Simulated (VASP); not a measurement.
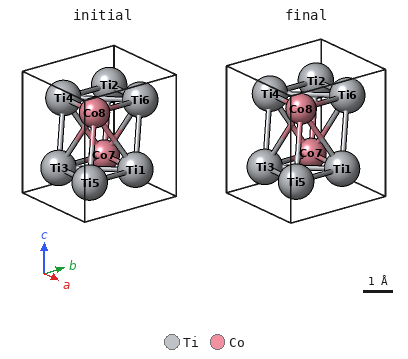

The structure of solid Ti₃Co (a generated structure, set up in P6_3/mmc) before (left) and after (right) a relaxation, at one scale.

Style: ball-and-stick. Shown: the cell of the calculation, slightly off an axis.

The run lets cell and atoms move.

Level of theory: Kohn-Sham DFT of a periodic cell, PBE, VASP PAW PBE potentials, recommended (VASP 6.6.1).

Input
```
PREC = Accurate
ENCUT = 600
EDIFF = 1E-6
ISMEAR = 0
SIGMA = 0.1
LREAL = F
LASPH = T
NELM = 100
ALGO = Fast
ISIF = 3
LWAVE = F
LCHARG = F
GGA = PE
IBRION = 2
NSW = 90
EDIFFG = -0.04
```

Launched with:
```bash
cat potpaw_PBE.64/Ti_sv/POTCAR potpaw_PBE.64/Co/POTCAR > POTCAR
mpirun -np 1 vasp_std > vasp.out
```

### Summarise the run.

The run was cut off at its time limit before the relaxation converged, so the last structure is only a point on the way. The largest moves relative to the cell, 0.044 Å, are those of Ti1, Ti2, Ti3, Ti4, Ti5 and Ti6. Ti3 goes along [2 1 0]. Co stays in place. The volume changes by +11.7 %, with a = b 5.389 → 5.571 Å (+3.4 %), c 4.325 → 4.520 Å (+4.5 %). Some distances before and after: Ti1–Ti3 2.700 → 2.867 Å, Ti1–Ti2 2.666 → 2.801 Å, Ti1–Co7 2.694 → 2.786 Å, Ti1–Co8 2.662 → 2.747 Å. The space group stays P6_3/mmc (No. 194). After 3 geometry steps the energy has fallen by 0.799 eV per cell of the calculation. Largest force component: 1.5 eV/Å at the start, 0.51 eV/Å at the end. Pressure: 16.95 GPa at the start and −1.12 GPa at the end. The volume changes by over a tenth within one run on a fixed set of plane waves, so the end point should be relaxed again from the new cell.

Limits of the set-up: an element that often carries a moment was run without spin polarisation.
